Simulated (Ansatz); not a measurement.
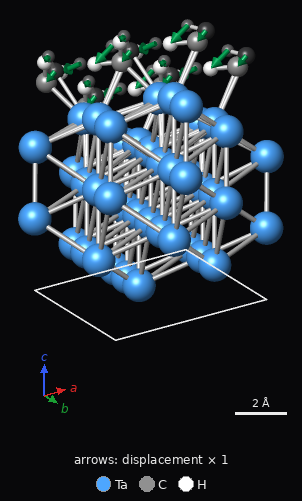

This is a constrained relaxation of a slab of composition Ta8H3C (cut from the Im-3m phase). The starting structure is drawn faded, the final one solid; green arrows show the displacements, at their true length.

The picture is a ball-and-stick view of the 2 × 2 repeat of the cell, outlined in the plane, without the vacuum, seen from a free direction.

Case: CH3 put at a bridge Ta-Ta site. The slab is the (1 1 1) face of Ta with CH3 on it. 4 atoms are held fixed.

Theory: Ansatz 0.2.0, DFT PBEsol, scalar-relativistic, plane waves, PAW.

The input:
```yaml
crystal:
  lattice:
    - [4.6393552033, 0.0, 0.0]
    - [-2.3196776017, 4.0177994633, 0.0]
    - [0.0, 0.0, 26.0018328634]
  atoms:
    - { symbol: Ta, position: [0.6666666667, 0.3333333333, 0.3269000322] }
    - { symbol: Ta, position: [0.3333333333, 0.6666666667, 0.3633207115] }
    - { symbol: Ta, position: [0.0, 0.0, 0.3997413907] }
    - { symbol: Ta, position: [0.6666666667, 0.3333333333, 0.43616207] }
    - { symbol: Ta, position: [0.3333333333, 0.6666666667, 0.4686268122] }
    - { symbol: Ta, position: [0.0, 0.0, 0.5114707355] }
    - { symbol: Ta, position: [0.6666666667, 0.3333333333, 0.5430048455] }
    - { symbol: Ta, position: [0.3333333333, 0.6666666667, 0.5686504234] }
    - { symbol: C, position: [0.0, 0.5, 0.6486447842] }
    - { symbol: H, position: [-0.2318924778, 0.4757711872, 0.6629823103] }
    - { symbol: H, position: [0.0242288128, 0.2923363349, 0.6629823103] }
    - { symbol: H, position: [0.2076636651, 0.7318924778, 0.6629823103] }
basis:
  ecutwfc: 420
kpoints:
  mp_grid: { grid: [6, 6, 1] }
hamiltonian:
  xc: pbesol
scf:
  occupations: { method: gaussian, width: 0.1 }
output:
  forces: true
  eigenvalues: true
  write_density: true
  write_potential: true
  elf: true
  volumetric_format: npy
relax:
  adjacent_minimum: "off"
  f_tol: 0.03
  max_steps: 70
  constraints: [{ sites: [0, 1, 2, 3] }]
efield:
  axis: 3
  dipole_correction: true
  ramp_width: 0.04
```

Run as
```bash
ansatz run input.yaml --threads 4 --pin off --max-ram 10240MiB --backend cpu --events-out ev --progress --plain --runs-dir out
```

**Atoms of which element are displaced furthest, and by how much?**

Hydrogen: up to 1.05 Å, against 0.55 Å for carbon.

**What happened in the run?**

After 11 geometry steps the energy has fallen by 0.626 eV per cell of the calculation. The largest force component goes from 1.8 to 0.027 eV/Å. The largest move is that of H10, 1.05 Å at 42° to the normal (−c side). Largest moves by element: H 1.05 Å, C 0.55 Å, Ta 0.14 Å. The cell stays as it was. Some distances before and after: Ta7–C9 3.056 → 2.437 Å, Ta8–C9 2.474 → 2.255 Å, Ta6–Ta8 3.064 → 3.225 Å, Ta7–Ta8 2.760 → 2.634 Å. Bond angles that change, for instance: Ta7–C9–H10 86.1° → 67.0°, Ta8–C9–H12 82.7° → 101.7°, Ta7–C9–H11 110.3° → 125.6°. The run took 8.2 min on 4 threads of Arm Neoverse N1, on a shared host, peak memory 1.3 GiB.

Limits of the set-up: the periodic images lie only 4.6 Å apart, so the values are limited by the cell's size.
